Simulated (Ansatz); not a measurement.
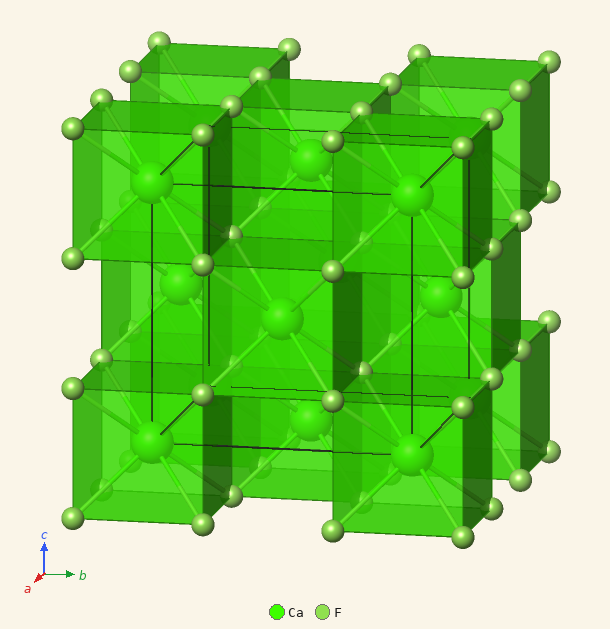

Structure drawing (polyhedral), viewed slightly off an axis. The lines enclose the conventional unit cell; boundary atoms appear with their images. Some neighbours outside the box are added.

CaF2, fluorite (CaF₂ type), space group Fm-3m (No. 225), a = 5.439 Å, b = 5.439 Å, c = 5.439 Å, α = 90.00°, β = 90.00°, γ = 90.00°. Provenance: a structure type filled with these elements by a generator (whether the compound takes this form wasn't checked). Earlier steps of the study may have refined or changed the cell and positions. It was the input of a calculation with Ansatz.

This one geometry was computed with Ansatz (DFT, plane waves, PAW) at three levels of theory: HSE06, r2SCAN and PBE. It was relaxed beforehand with r2SCAN.

Q: Which level gives the highest pressure at this volume, and what does that say about its equilibrium volume?

A: Highest: PBE (3.3 GPa), which points to the largest equilibrium volume. Lowest, with the smallest volume: r2SCAN (0.0 GPa). Levels within 0.5 GPa of each other can't be told apart.

Q: How does the band gap change with the level of theory?

A: PBE: a gap of 7.38 eV, indirect; r2SCAN: a gap of 8.03 eV, indirect; HSE06: a gap of 9.45 eV, indirect.

Q: Collect the results in a table.

A:
| level | cutoff (eV) | k-mesh of the run's cell | gap (eV) | pressure (GPa) |
| --- | --- | --- | --- | --- |
| HSE06 | 420 | 6×6×6 | 9.45 | 1.4 |
| r2SCAN | 500 | 8×8×8 | 8.03 | 0.0 |
| PBE | 420 | 8×8×8 | 7.38 | 3.3 |

Gaps are taken on the k-mesh or band path of each run.
